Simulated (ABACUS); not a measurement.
## Tm: geometry relaxation (part 2 of 2)

The same run, continued: Tm (2 atoms in the cell); Kohn-Sham DFT of a periodic cell, PBE, PseudoDojo NC SR 0.4.1 PBE standard, lanthanides 3+ (f in core), no spin polarisation (ABACUS 3.10.1); cutoff 680.28 eV, 6×6×4 k-mesh, fermi-dirac of 0.05 eV. The structure derives from an entry of the Crystallography Open Database. It belongs to a series of runs on one base structure; here: strain_along_c = -0.03.

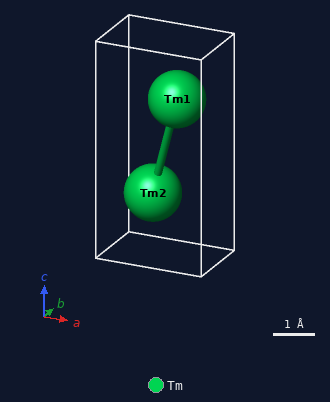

Fig. 1: The input geometry (ball-and-stick view of the cell of the calculation, seen slightly off an axis; atoms are numbered from 1 in the order of the input).

**Log, continued**
```
----------------------------------------------------------
 E_KohnSham     -183.4404722481      -2495.8356663856
 E_Harris       -183.4396744731      -2495.8248120991
 E_Fermi        0.7762267492         10.5611067296
----------------------------------------------------------

 PW ALGORITHM --------------- ION=   1  ELEC=   6--------------------------------

 Density error is 4.35001745859e-09
                          Error Threshold = 2.49213478318e-10
----------------------------------------------------------
     Energy           Rydberg                 eV
----------------------------------------------------------
 E_KohnSham     -183.4404722516      -2495.8356664323
 E_KS(sigma->0) -183.4396339958      -2495.8242613776
 E_Harris       -183.4407235547      -2495.8390855868
 E_band         -21.3656450068       -290.6945135375
 E_one_elec     -43.2262101079       -588.1227604129
 E_Hartree      26.4045097261        359.2517851718
 E_xc           -46.5803814475       -633.7586026997
 E_Ewald        -120.0367139108      -1633.1832783821
 E_entropy(-TS) -0.0016765115        -0.0228101094
 E_descf        0.0000000000         0.0000000000
 E_exx          0.0000000000         0.0000000000
 E_Fermi        0.7762450547         10.5613557883
----------------------------------------------------------

 charge density convergence is achieved
 final etot is -2495.8356664 eV
 EFERMI = 10.561355788 eV

 STATE ENERGY(eV) AND OCCUPATIONS    NSPIN == 1
 1/6 kpoint (Cartesian) = 0.0000 0.0000 0.0000 (2369 pws)
       1       -41.9381      0.0138889
       2       -41.8802      0.0138889
       3       -15.1280      0.0138889
       4       -14.6011      0.0138889
       5       -14.6011      0.0138889
       6       -14.4830      0.0138889
       7       -14.4830      0.0138889
       8       -14.4144      0.0138889
       9        4.80323      0.0138889
      10        8.24246      0.0138889
      11        11.7094    1.48091e-12
      12        12.5420    8.68444e-20
      13        12.5420    8.68444e-20
      14        13.2344    8.41877e-26
      15        13.3549    7.55728e-27

 2/6 kpoint (Cartesian) = -0.047114 0.027201 0.0000 (2375 pws)
       1       -41.9294      0.0833333
       2       -41.8784      0.0833333
       3       -15.0740      0.0833333
       4       -14.6962      0.0833333
       5       -14.6352      0.0833333
       6       -14.5830      0.0833333
       7       -14.4941      0.0833333
       8       -14.4447      0.0833333
       9        5.45133      0.0833333
      10        8.83829      0.0833333
      11        11.0849    2.36015e-06
      12        11.4778    9.13788e-10
      13        12.6842    3.03649e-20
      14        13.1000    7.41470e-24
      15        13.1598    2.24312e-24

 3/6 kpoint (Cartesian) = -0.094229 0.054403 0.0000 (2355 pws)
       1       -41.9101      0.0833333
       2       -41.8767      0.0833333
       3       -14.9407      0.0833333
       4       -14.8878      0.0833333
       5       -14.7689      0.0833333
       6       -14.6980      0.0833333
       7       -14.5307      0.0833333
       8       -14.5205      0.0833333
       9        7.05338      0.0833333
      10        9.49596      0.0833333
      11        10.0726      0.0833286
      12        10.5772      0.0351002
      13        12.3784    1.37452e-17
      14        12.4201    5.97159e-18
      15        12.5066    1.05815e-18

 4/6 kpoint (Cartesian) = 0.14134 0.24481 0.0000 (2346 pws)
       1       -41.8977      0.0416667
       2       -41.8786      0.0416667
       3       -14.9839      0.0416667
       4       -14.8559      0.0416667
       5       -14.8399      0.0416667
       6       -14.7278      0.0416667
       7       -14.6080      0.0416667
       8       -14.5349      0.0416667
       9        8.31028      0.0416667
      10        9.10052      0.0416667
      11        9.64984      0.0416667
      12        10.2657      0.0415543
      13        12.1326    9.38656e-16
      14        12.3015    3.19761e-17
      15        13.0762    5.97753e-24

 5/6 kpoint (Cartesian) = -0.047114 0.081604 0.0000 (2361 pws)
       1       -41.9153      0.0833333
       2       -41.8768      0.0833333
       3       -14.9792      0.0833333
       4       -14.7927      0.0833333
       5       -14.7816      0.0833333
       6       -14.6446      0.0833333
       7       -14.5425      0.0833333
       8       -14.5043      0.0833333
       9        6.60687      0.0833333
      10        9.69288      0.0833333
      11        10.3604      0.0818620
      12        10.5730      0.0368546
      13        12.1562    1.17112e-15
      14        12.2334    2.49968e-16
      15        12.9007    3.99206e-22

 6/6 kpoint (Cartesian) = 0.14134 0.19041 0.0000 (2345 pws)
       1       -41.8978       0.166667
       2       -41.8786       0.166667
       3       -14.9357       0.166667
       4       -14.8414       0.166667
       5       -14.8341       0.166667
       6       -14.7465       0.166667
       7       -14.6062       0.166667
       8       -14.5914       0.166667
       9        8.30277       0.166667
      10        9.67413       0.166667
      11        9.77004       0.166667
      12        10.1697       0.166601
      13        11.8924    4.57602e-13
      14        12.3052    1.18908e-16
      15        12.8303    3.26562e-21

------------------------------------------------------------------------------------------
 TOTAL-FORCE (eV/Angstrom)
------------------------------------------------------------------------------------------
                       Tm1         0.0000000000         0.0000000000         0.0000000000
                       Tm2         0.0000000000         0.0000000000         0.0000000000
------------------------------------------------------------------------------------------

----------------------------------------------------------------
 TOTAL-STRESS (KBAR)
----------------------------------------------------------------
         4.6807635025        -0.0000000000         0.0000000000
        -0.0000000000         4.6807635025        -0.0000000000
         0.0000000000         0.0000000000        17.6865631493
----------------------------------------------------------------
 TOTAL-PRESSURE: 9.016030 KBAR

 --------------------------------------------
 !FINAL_ETOT_IS -2495.8356664323164296 eV
 --------------------------------------------
```

**File opt.log**
```
       Step          Energy          fmax
LBFGS:    0    -2495.835666        0.000000
```

**Standard output**
```
ABACUS v3.10.1

               Atomic-orbital Based Ab-initio Computation at UStc

 UNIFORM GRID DIM        : 32 * 32 * 45
 UNIFORM GRID DIM(BIG)   : 32 * 32 * 45
 ---------------------------------------------------------
 Self-consistent calculations for electrons
 ---------------------------------------------------------
 SPIN    KPOINTS         PROCESSORS  THREADS
 1       21              4           4
 ---------------------------------------------------------
 Use plane wave basis
 ---------------------------------------------------------
 ELEMENT NATOM       XC
 Tm      2
 ---------------------------------------------------------
 Initial plane wave basis and FFT box
 ---------------------------------------------------------
 -------------------------------------------
 SELF-CONSISTENT :
 -------------------------------------------
 START CHARGE      : atomic
 ITER       ETOT/eV          EDIFF/eV         DRHO     TIME/s
 DA1     -2.49581999e+03   0.00000000e+00   1.2324e-02   0.37
 DA2     -2.49583475e+03  -1.47533095e-02   9.3485e-04   0.15
 DA3     -2.49583560e+03  -8.52306441e-04   3.4707e-05   0.15
 DA4     -2.49583567e+03  -6.62102597e-05   2.9472e-07   0.17
 DA5     -2.49583567e+03  -1.12047600e-06   5.4827e-08   0.19
 DA6     -2.49583567e+03  -4.66809253e-08   4.3500e-09   0.15
----------------------------------------------------------------
 TOTAL-STRESS (KBAR)
----------------------------------------------------------------
         4.6807635025        -0.0000000000         0.0000000000
        -0.0000000000         4.6807635025        -0.0000000000
         0.0000000000         0.0000000000        17.6865631493
----------------------------------------------------------------
 TOTAL-PRESSURE: 9.016030 KBAR
```

The run was set up as follows.

**Input**
```python
"""Relaxation by an ASE optimiser with ABACUS as a small file-based calculator."""
import re
import subprocess
import numpy as np
from ase.calculators.calculator import Calculator, all_changes
from ase.io import read
from ase.optimize import LBFGS
from ase.stress import full_3x3_to_voigt_6_stress
from ase.units import Bohr, GPa

atoms = read("POSCAR")
atoms = atoms[(-atoms.numbers).argsort(kind="stable")]  # ABACUS lists atoms element by element
pseudo = {'Tm': 'Tm.upf'}
orbital = {}
magmoms = None
kmesh = [6, 6, 4]
params = {
    'suffix': 'Tm',
    'calculation': 'scf',
    'basis_type': 'pw',
    'pseudo_dir': './',
    'symmetry': 1,
    'dft_functional': 'pbe',
    'ecutwfc': 50,
    'pseudo_rcut': 10,
    'nspin': 1,
    'nbands': 15,
    'ks_solver': 'dav',
    'smearing_method': 'fd',
    'smearing_sigma': 0.00367493,
    'scf_thr': 1e-08,
    'scf_nmax': 100,
    'mixing_type': 'broyden',
    'mixing_beta': 0.7,
    'cal_force': 1,
    'cal_stress': 1,
    'kpar': 4,
}


def write_input(atoms):
    symbols = atoms.get_chemical_symbols()
    elements = list(dict.fromkeys(symbols))
    lines = ["ATOMIC_SPECIES"] + [f"{e} {atoms.get_masses()[symbols.index(e)]:.4f} {pseudo[e]}" for e in elements]
    if orbital:
        lines += ["", "NUMERICAL_ORBITAL"] + [orbital[e] for e in elements]
    lines += ["", "LATTICE_CONSTANT", f"{1 / Bohr:.10f}", "", "LATTICE_VECTORS"]
    lines += [" ".join(f"{x:.10f}" for x in v) for v in atoms.cell]
    lines += ["", "ATOMIC_POSITIONS", "Direct"]
    for e in elements:
        lines += ["", e, "0.0", str(symbols.count(e))]
        for i, p in enumerate(atoms.get_scaled_positions(wrap=False)):
            if symbols[i] == e:
                mag = "" if magmoms is None else " mag " + " ".join(str(x) for x in (magmoms[i] if isinstance(magmoms[i], list) else [magmoms[i]]))
                lines.append(" ".join(f"{x:.10f}" for x in p) + " 1 1 1" + mag)
    open("STRU", "w").write("\n".join(lines) + "\n")
    open("KPT", "w").write("K_POINTS\n0\nGamma\n%d %d %d 0 0 0\n" % tuple(kmesh))
    open("INPUT", "w").write("INPUT_PARAMETERS\n" + "".join(f"{k:<20s}{v}\n" for k, v in params.items()))


class Abacus(Calculator):
    implemented_properties = ["energy", "free_energy", "forces", "stress"]

    def calculate(self, atoms=None, properties=("energy",), system_changes=all_changes):
        super().calculate(atoms, properties, system_changes)
        write_input(self.atoms)
        subprocess.run(['mpirun', '-np', '4', 'abacus'], check=True)
        log = open("OUT.Tm/running_scf.log").read()
        if "charge density convergence is achieved" not in log:
            raise RuntimeError("SCF not converged")
        rows = lambda title, n: np.array([l.split()[-3:] for l in log.split(title)[-1].split("\n")[2:2 + n]], float)
        energy = float(re.findall(r"FINAL_ETOT_IS (\S+)", log)[-1])
        stress = -rows("TOTAL-STRESS", 3) / 10 * GPa  # ABACUS prints kbar, compression positive
        self.results = dict(energy=energy, free_energy=energy, forces=rows("TOTAL-FORCE", len(self.atoms)), stress=full_3x3_to_voigt_6_stress(stress))


atoms.calc = Abacus()
opt = LBFGS(atoms, logfile="opt.log", trajectory="relax.traj")
print("optimiser converged:", opt.run(fmax=0.02, steps=60))
```

**File POSCAR**
```
Tm
1.0
    3.5375000000      0.0000000000      0.0000000000
   -1.7687500000      3.0635648659      0.0000000000
    0.0000000000      0.0000000000      5.3879620000
Tm
2
Direct
    0.6666666667      0.3333333333      0.7500000000
    0.3333333333      0.6666666667      0.2500000000
```

**File INPUT**
```
INPUT_PARAMETERS
suffix              Tm
calculation         scf
basis_type          pw
pseudo_dir          ./
symmetry            1
dft_functional      pbe
ecutwfc             50
pseudo_rcut         10
nspin               1
nbands              15
ks_solver           dav
smearing_method     fd
smearing_sigma      0.00367493
scf_thr             1e-08
scf_nmax            100
mixing_type         broyden
mixing_beta         0.7
cal_force           1
cal_stress          1
kpar                4
```

**File STRU**
```
ATOMIC_SPECIES
Tm 168.9342 Tm.upf

LATTICE_CONSTANT
1.8897261258

LATTICE_VECTORS
3.5375000000 0.0000000000 0.0000000000
-1.7687500000 3.0635648659 0.0000000000
0.0000000000 0.0000000000 5.3879620000

ATOMIC_POSITIONS
Direct

Tm
0.0
2
0.6666666667 0.3333333333 0.7500000000 1 1 1
0.3333333333 0.6666666667 0.2500000000 1 1 1
```

**File KPT**
```
K_POINTS
0
Gamma
6 6 4 0 0 0
```

Launched with:
```bash
OMP_NUM_THREADS=1 python run_abacus.py > log
```

**Summary**

- outcome: converged
- space group (tolerance 0.01 Å): P6₃/mmc (194)
- electrons treated: 22
- free energy: −2495.8357 eV
- Fermi energy: 10.561 eV
- gap on the k-point mesh: none (metallic)
- pressure: 0.90 GPa
- final volume: 58.39 Å³
- largest force (length of the vector): under 0.001 eV/Å
- hardware: 4 threads of Intel Xeon (Granite Rapids), 12 GiB of memory available, shared host
- wall time: 2.2 s (CPU time 7.5 s)
- peak memory: 0.36 GiB

Points of doubt noted for this run: f electrons in core. The f shell of Tm is treated without spin polarisation, U or localised f states, so volume, moduli and energies can differ much from those of the real material.
